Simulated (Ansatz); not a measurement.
## Run report: Al, nudged elastic band (part 2 of 3)

Al (defect cell, 31 atoms in the cell); DFT PBE, scalar-relativistic, plane waves, PAW, PAW set soft_1, no spin polarisation (Ansatz 0.2.0); cutoff 420 eV, 3×3×3 k-mesh, Gaussian smearing of 0.15 eV. One setting was made poor on purpose. It belongs to a series of runs on one base structure; here: band between the two ends.

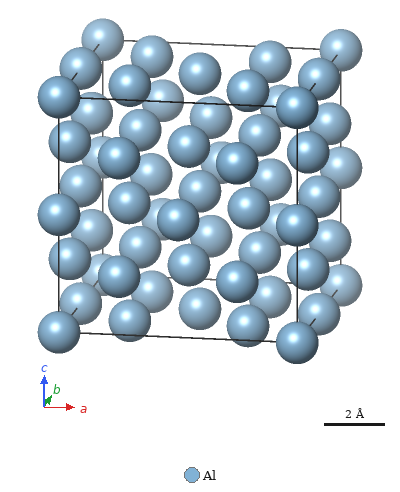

Figure 1. The structure as given in the input (spheres-only view of the cell of the calculation, seen slightly off an axis).

## Output, continued
```
NEB image 2
preconditioner: auto → Kerker (q_TF=auto, 2.040 Å⁻¹)  [metal: Δε(μ)=0.028 eV  Ē_g=6.646 eV  σ=0.150 eV  W_gap=0.11  n_scr=80 (ndim 8)  ℏωp=15.5 eV  f_vac=0.000  D(μ)=14.20/eV (n_scr^D=92)]
  greatest PAW one-centre occupation: 0.491 electrons in one spin orbital (limit 2), on the Al atom at site 3 (counted from 0), in its partial waves of l = 0
NEB image 3
preconditioner: auto → Kerker (q_TF=auto, 2.040 Å⁻¹)  [metal: Δε(μ)=0.016 eV  Ē_g=6.647 eV  σ=0.150 eV  W_gap=0.06  n_scr=80 (ndim 8)  ℏωp=15.5 eV  f_vac=0.000  D(μ)=11.54/eV (n_scr^D=80)]
NEB iter   2: max|band force component| = 9.777e-1 eV/Å  barrier→ = 1.0564 eV  barrier← = 1.0537 eV  Δτ_max = 0.0363 Å  (15 SCF iters)
[... from here on the SCF iterations and repeated set-up lines of each step are left out, up to the last step ...]
NEB image 1
NEB image 2
NEB image 3
NEB iter   3: max|band force component| = 7.128e-1 eV/Å  barrier→ = 0.9075 eV  barrier← = 0.9047 eV  Δτ_max = 0.0482 Å  (15 SCF iters)
NEB image 1
NEB image 2
NEB image 3
NEB iter   4: max|band force component| = 3.803e-1 eV/Å  barrier→ = 0.7806 eV  barrier← = 0.7779 eV  CI = image 2  Δτ_max = 0.0533 Å  (15 SCF iters)
NEB image 1
NEB image 2
NEB image 3
NEB iter   5: max|band force component| = 2.802e-1 eV/Å  barrier→ = 0.7234 eV  barrier← = 0.7207 eV  CI = image 2  Δτ_max = 0.0487 Å  (15 SCF iters)
NEB image 1
NEB image 2
NEB image 3
NEB iter   6: max|band force component| = 3.401e-1 eV/Å  barrier→ = 0.7289 eV  barrier← = 0.7261 eV  CI = image 2  Δτ_max = 0.0012 Å  (15 SCF iters)
NEB image 1
NEB image 2
NEB image 3
NEB iter   7: max|band force component| = 3.283e-1 eV/Å  barrier→ = 0.7254 eV  barrier← = 0.7227 eV  CI = image 2  Δτ_max = 0.0024 Å  (9 SCF iters)
NEB image 1
NEB image 2
NEB image 3
NEB iter   8: max|band force component| = 3.053e-1 eV/Å  barrier→ = 0.7191 eV  barrier← = 0.7164 eV  CI = image 2  Δτ_max = 0.0035 Å  (10 SCF iters)
NEB image 1
NEB image 2
NEB image 3
NEB iter   9: max|band force component| = 2.722e-1 eV/Å  barrier→ = 0.7107 eV  barrier← = 0.7080 eV  CI = image 2  Δτ_max = 0.0045 Å  (13 SCF iters)
NEB image 1
NEB image 2
NEB image 3
NEB iter  10: max|band force component| = 2.305e-1 eV/Å  barrier→ = 0.7016 eV  barrier← = 0.6988 eV  CI = image 2  Δτ_max = 0.0053 Å  (13 SCF iters)
NEB image 1
NEB image 2
NEB image 3
NEB iter  11: max|band force component| = 1.823e-1 eV/Å  barrier→ = 0.6928 eV  barrier← = 0.6901 eV  CI = image 2  Δτ_max = 0.0059 Å  (14 SCF iters)
NEB image 1
NEB image 2
NEB image 3
NEB iter  12: max|band force component| = 1.407e-1 eV/Å  barrier→ = 0.6856 eV  barrier← = 0.6828 eV  CI = image 2  Δτ_max = 0.0070 Å  (15 SCF iters)
NEB image 1
NEB image 2
NEB image 3
NEB iter  13: max|band force component| = 1.007e-1 eV/Å  barrier→ = 0.6803 eV  barrier← = 0.6775 eV  CI = image 2  Δτ_max = 0.0078 Å  (15 SCF iters)
NEB image 1
NEB image 2
NEB image 3
NEB iter  14: max|band force component| = 5.566e-2 eV/Å  barrier→ = 0.6780 eV  barrier← = 0.6753 eV  CI = image 2  Δτ_max = 0.0083 Å  (15 SCF iters)
NEB image 1
NEB image 2
NEB image 3
NEB iter  15: max|band force component| = 1.013e-1 eV/Å  barrier→ = 0.6787 eV  barrier← = 0.6759 eV  CI = image 2  Δτ_max = 0.0002 Å  (15 SCF iters)
NEB image 1
NEB image 2
NEB image 3
NEB iter  16: max|band force component| = 1.001e-1 eV/Å  barrier→ = 0.6785 eV  barrier← = 0.6758 eV  CI = image 2  Δτ_max = 0.0004 Å  (9 SCF iters)
NEB image 1
NEB image 2
NEB image 3
NEB iter  17: max|band force component| = 9.767e-2 eV/Å  barrier→ = 0.6782 eV  barrier← = 0.6755 eV  CI = image 2  Δτ_max = 0.0005 Å  (9 SCF iters)
NEB image 1
NEB image 2
NEB image 3
NEB iter  18: max|band force component| = 9.406e-2 eV/Å  barrier→ = 0.6778 eV  barrier← = 0.6751 eV  CI = image 2  Δτ_max = 0.0007 Å  (9 SCF iters)
NEB image 1
NEB image 2
NEB image 3
NEB iter  19: max|band force component| = 8.934e-2 eV/Å  barrier→ = 0.6773 eV  barrier← = 0.6746 eV  CI = image 2  Δτ_max = 0.0008 Å  (9 SCF iters)
NEB image 1
NEB image 2
NEB image 3
NEB iter  20: max|band force component| = 8.359e-2 eV/Å  barrier→ = 0.6767 eV  barrier← = 0.6740 eV  CI = image 2  Δτ_max = 0.0010 Å  (9 SCF iters)
NEB image 1
NEB image 2
NEB image 3
NEB iter  21: max|band force component| = 7.691e-2 eV/Å  barrier→ = 0.6761 eV  barrier← = 0.6733 eV  CI = image 2  Δτ_max = 0.0012 Å  (9 SCF iters)
NEB image 1
NEB image 2
NEB image 3
NEB iter  22: max|band force component| = 6.858e-2 eV/Å  barrier→ = 0.6753 eV  barrier← = 0.6726 eV  CI = image 2  Δτ_max = 0.0015 Å  (9 SCF iters)
NEB image 1
NEB image 2
NEB image 3
NEB iter  23: max|band force component| = 5.847e-2 eV/Å  barrier→ = 0.6746 eV  barrier← = 0.6719 eV  CI = image 2  Δτ_max = 0.0018 Å  (9 SCF iters)
NEB image 1
NEB image 2
NEB image 3
NEB iter  24: max|band force component| = 4.657e-2 eV/Å  barrier→ = 0.6739 eV  barrier← = 0.6711 eV  CI = image 2  Δτ_max = 0.0126 Å  (10 SCF iters)
NEB image 2
preconditioner: auto → Kerker (q_TF=auto, 2.040 Å⁻¹)  [metal: Δε(μ)=0.010 eV  Ē_g=6.642 eV  σ=0.150 eV  W_gap=0.04  n_scr=80 (ndim 8)  ℏωp=15.5 eV  f_vac=0.000  D(μ)=12.50/eV (n_scr^D=80)]
NEB image 1
NSCF: frozen V_eff on 14 k-points
NEB image 3
NSCF: frozen V_eff on 14 k-points
NEB image 2
NSCF: frozen V_eff on 14 k-points
the band table was solved once a step of the walk had ended and its energy, with any forces and stress, was formed, with the checks that follow a solve (5111 applications of the Hamiltonian). They found nothing against the state; the energy, forces and stress were not computed again (output.eigenvalues in the input reference)
NEB iter  25: max|band force component| = 4.657e-2 eV/Å  barrier→ = 0.6705 eV  barrier← = 0.6678 eV  CI = image 2  Δτ_max = 0.0000 Å  (5 SCF iters)
```

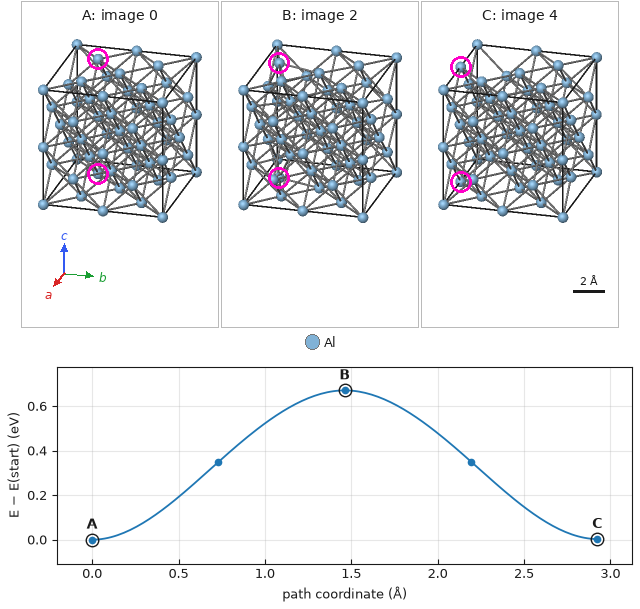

Figure 2. Images of the last band (counted from 0; ball-and-stick, simulation cell, seen at an oblique angle), with the moving atom and its periodic copies ringed, above the energy along the path; the line is a cubic interpolation that uses the forces. The highest image is number 2, 0.671 eV above the start and 0.668 eV above the end (the climbing image); the end lies 0.003 eV above the start. The path is 2.92 Å long, and Al4 moves most (2.80 Å). The band converged in 25 iterations.

```
Free energy (F): -16661.808691 eV
Harris-Foulkes:  -16661.808691 eV  (|F-HF|=1.75e-9)
Internal energy: -16661.667897 eV  (E = F + TS)
E sigma→0 (E₀):  -16661.738294 eV
Entropy (-TS):   -0.140794 eV (-4.542 meV/atom)
Fermi energy:    7.401973 eV
--- Per-component energies (eV) ---
  E_band       = 294.377878
  E_kinetic    = 686.880916
  E_local      = 266.716805  (includes V_loc(G=0)·N_el)
  E_nonlocal   = 310.932517
  E_hartree    = 17.502397
  E_xc         = -1162.817743
  E_vxc        = -896.937358  (∫ρ·V_xc dr)
  E_paw        = -14551.356932  (= ΣΔE_a)
  E_vpaw       = -108.220207  (= ΣTr[D̂ρ^β])
  E_aug_tail   = -0.000064  (compensation charges beyond the density's cutoff)
  E_ewald      = -2229.525793
  E_smearing   = -0.140794  (= −TS)
  E_closure    = -0.000000  (closes the sum)
  Σ components = -16661.808691   (vs F -16661.808691, Δ=0.00e0)
--- Forces (eV/Å), atoms counted from 1 ---
  atom   1  Al    -0.00284802     0.00273656     0.00005252
  atom   2  Al     0.00125248     0.00008996    -0.00244821
  atom   3  Al     0.00283053    -0.00273107     0.00001176
  atom   4  Al    -0.00008764     0.00022825    -0.00004392
  atom   5  Al     0.00273953    -0.00291616    -0.00001971
  atom   6  Al     0.00060268    -0.00073443     0.00001193
  atom   7  Al     0.00378228     0.00375662     0.00354197
  atom   8  Al    -0.00372361    -0.00387079     0.00351000
  atom   9  Al    -0.00013747    -0.00014253     0.00341549
  atom  10  Al     0.00414420    -0.00413986    -0.00000086
  atom  11  Al     0.00676572    -0.00190616     0.00006558
  atom  12  Al     0.00130390     0.00016887     0.00252608
  atom  13  Al    -0.00060074     0.00058663    -0.00000966
  atom  14  Al    -0.00278495     0.00296517    -0.00004374
  atom  15  Al    -0.00134389    -0.00008732    -0.00245611
  atom  16  Al     0.00006416     0.00129367    -0.00252784
  atom  17  Al    -0.00026257    -0.00130125    -0.00244205
  atom  18  Al    -0.00662031     0.00186263     0.00002446
  atom  19  Al    -0.00413570     0.00428809     0.00000062
  atom  20  Al    -0.00185436     0.00669740    -0.00002780
  atom  21  Al     0.00100827    -0.00103530     0.00002611
  atom  22  Al     0.00389018     0.00369879    -0.00354792
  atom  23  Al    -0.00371191    -0.00382848    -0.00347926
  atom  24  Al    -0.00006607    -0.00018130    -0.00341291
  atom  25  Al     0.00009732     0.00008476     0.00339048
  atom  26  Al    -0.00100535     0.00098070    -0.00001518
  atom  27  Al     0.00182657    -0.00664839    -0.00007191
  atom  28  Al    -0.00122315    -0.00011416     0.00248277
[...]
  atom  29  Al     0.00011564     0.00137732     0.00242305
  atom  30  Al    -0.00013423    -0.00129956     0.00244053
  atom  31  Al     0.00011644     0.00012140    -0.00337668
  max |Σ_I F_I| component: 4.16e-7 eV/Å
--- Band table (eV; the first three rows and the last of 14) ---
  k-point 0: bands = ["-3.4160", "-1.3302", "-1.2910", "-1.2156", "-1.2147", "-1.0039", "-0.9823", "0.8584", "0.8717", "0.9076", "0.9315", "0.9631", "0.9711", "1.0101", "1.0227", "1.0495", "1.1131", "1.2971", "1.7496", "3.0585", "3.0896", "3.1585", "3.1729", "3.2095", "3.2507", "3.6070", "3.7090", "4.7829", "4.7942", "4.8264", "5.9209", "6.1059", "6.2216", "6.6501", "6.6785", "6.7180", "6.7314", "6.7629", "6.8324", "6.8720", "6.8870", "6.8981", "7.0553", "7.1365", "7.2030", "7.5527", "7.7927", "7.8955", "7.9650", "7.9848", "8.0058", "8.5079", "8.5860", "8.6391", "8.6580", "8.6800", "8.7279", "8.8272", "8.8430", "8.9190", "8.9510", "9.0065", "9.0556", "9.1086", "9.1331", "9.2039", "9.2196", "9.2281", "9.6789", "10.1318", "10.1850", "10.3526", "10.3580", "10.4188", "10.4366", "10.4497", "10.5548", "10.5632"]
  k-point 1: bands = ["-3.1862", "-2.3690", "-1.0889", "-0.9766", "-0.9592", "-0.8268", "-0.3343", "-0.2130", "-0.1528", "0.1618", "0.5435", "1.1653", "1.2392", "1.3083", "1.3275", "1.9053", "2.0571", "2.1620", "2.2142", "2.5666", "2.6801", "2.7550", "2.7897", "3.1142", "4.6769", "4.7253", "4.7830", "4.8471", "4.8803", "4.8835", "5.0214", "5.0602", "5.1327", "5.1684", "5.7725", "5.8644", "6.1623", "6.4399", "6.8237", "6.8496", "6.9385", "6.9469", "7.0506", "7.0619", "7.0778", "7.1185", "7.1450", "7.4584", "7.8734", "7.8837", "7.8904", "8.0867", "8.2607", "8.4160", "8.4218", "8.4934", "8.5032", "8.6970", "8.7785", "8.9948", "9.3309", "9.3881", "9.6806", "9.8268", "10.1132", "10.4602", "10.5156", "10.5564", "10.6430", "10.6731", "10.7104", "10.7902", "10.8348", "10.8362", "11.2034", "11.6063", "11.8511", "11.8621"]
  k-point 2: bands = ["-3.1705", "-2.4226", "-1.0163", "-0.9722", "-0.9392", "-0.8136", "-0.2802", "-0.2290", "-0.1592", "0.0014", "0.5445", "1.2187", "1.2296", "1.2878", "1.4494", "1.9603", "1.9723", "2.0290", "2.1721", "2.6369", "2.6962", "2.7273", "2.7956", "3.1609", "4.7294", "4.7455", "4.8057", "4.8420", "4.8425", "4.9392", "4.9876", "5.0590", "5.0878", "5.2041", "5.7123", "5.7372", "6.3162", "6.3582", "6.8280", "6.8750", "6.8888", "6.9540", "7.0190", "7.0966", "7.1471", "7.1629", "7.2479", "7.4098", "7.6790", "7.7735", "7.8727", "8.1496", "8.3449", "8.4199", "8.5027", "8.5381", "8.6271", "8.7437", "8.7572", "9.2471", "9.2491", "9.2924", "9.3794", "9.9870", "10.0830", "10.4178", "10.4710", "10.5186", "10.5486", "10.6404", "10.7035", "10.7049", "10.8398", "10.8720", "11.1333", "11.8140", "11.8865", "11.9560"]
  k-point 13: bands = ["-2.6953", "-2.0211", "-1.9484", "-1.8125", "-1.2569", "-1.2078", "-0.9334", "-0.3677", "0.9180", "0.9805", "1.1034", "1.6375", "1.6650", "1.6795", "1.7381", "1.9181", "2.0497", "2.4624", "2.5217", "2.6146", "3.1565", "3.1571", "3.2550", "3.7733", "3.8002", "3.8566", "3.9871", "4.0239", "4.0791", "4.3798", "4.4742", "4.7214", "4.7518", "4.8318", "5.0966", "5.3748", "5.4733", "5.5813", "6.6220", "6.6666", "6.7048", "6.7785", "6.8360", "6.9548", "7.3430", "7.4322", "7.4547", "7.5432", "7.5991", "7.7915", "8.1781", "8.6740", "8.6765", "8.8714", "9.0998", "9.1264", "9.2021", "9.4227", "9.5943", "9.6131", "9.6981", "9.7397", "9.7492", "9.8388", "9.9043", "10.0049", "10.2441", "10.3147", "10.3722", "10.5333", "10.6720", "10.7343", "12.2065", "12.2491", "12.3273", "12.3317", "12.4006", "12.4061"]
this run last wrote the band of iteration 25 to [file]; this run last wrote the band within `neb.f_tol` of iteration 24 to [file]
```
